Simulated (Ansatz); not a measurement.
Input file:

```
crystal:
  lattice:
    - [0.0, 4.408, 4.408]
    - [4.408, 0.0, 4.408]
    - [4.408, 4.408, 0.0]
  atoms:
    - { symbol: Mg, position: [0.0, 0.0, 0.0] }
    - { symbol: O, position: [0.25, 0.25, 0.25] }
    - { symbol: Mg, position: [0.0, 0.0, 0.5] }
    - { symbol: O, position: [0.25, 0.25, 0.75] }
    - { symbol: Mg, position: [0.0, 0.5, 0.0] }
    - { symbol: O, position: [0.25, 0.75, 0.25] }
    - { symbol: Mg, position: [0.0, 0.5, 0.5] }
    - { symbol: O, position: [0.25, 0.75, 0.75] }
    - { symbol: Mg, position: [0.5, 0.0, 0.0] }
    - { symbol: O, position: [0.75, 0.25, 0.25] }
    - { symbol: Mg, position: [0.5, 0.0, 0.5] }
    - { symbol: O, position: [0.75, 0.25, 0.75] }
    - { symbol: Mg, position: [0.5, 0.5, 0.0] }
    - { symbol: O, position: [0.75, 0.75, 0.25] }
    - { symbol: Mg, position: [0.5, 0.5, 0.5] }
    - { symbol: O, position: [0.75, 0.75, 0.75] }
    - { symbol: O, position: [0.6224215, 0.1160929, 0.1346281], spin: 1.0 }
magnetization:
  spin_polarized: true
basis:
  ecutwfc: 420.0
kpoints:
  mp_grid: { grid: [2, 2, 2] }
hamiltonian:
  xc: pbe
  pseudopotentials: { kind: paw, azcp: { folder: soft_1 } }
scf:
  occupations: { method: fermi_dirac, width: 0.02 }
  lower_state_search: "off"
relax:
  f_tol: 0.03
  max_steps: 60
  adjacent_minimum: "off"
output:
  write_density: true
  write_potential: true
  elf: true
  volumetric_format: npy
```

Run with:

```sh
ansatz run input.yaml --threads 2 --pin off --max-ram 5120MiB --backend cpu --events-out ev --progress --plain --runs-dir out
```

The fields are those of the run's last geometry, not of the input's.

PAW files of the earlier set (soft_1); spin-polarised.

Level of theory: DFT PBE, scalar-relativistic, plane waves, PAW in Ansatz.

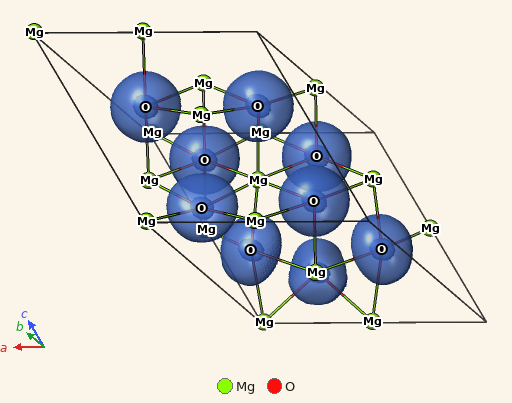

Mg$_{8}$O$_{9}$ (cell with a defect). Isosurface of the ELF at 0.65 (blue), seen at an oblique angle. Only the valence region is drawn (cores and ρ < 0.01 e/Å³ removed). Sticks mark near contacts.

Core electrons are frozen (PAW), and the valence fields are smoothed inside the atomic spheres.

**Describe the localisation domains.**

At this value the surface marks out nine regions wrapped around O (the valence shell of each), counted in one cell of 17 atoms. Any copies at cell faces, edges or corners count once. Profiles from the grid: Mg–O (1.86 Å): the ELF peaks at about 0.90 in the valence shell of O, 0.7 Å from its nucleus, and falls to about 0.10 next to Mg: a largely ionic contact. Mg–O (1.99 Å): the ELF peaks at about 0.85 in the valence shell of O, 0.7 Å from its nucleus, and is about 0.35 at the midpoint; a closed-shell, largely ionic contact.
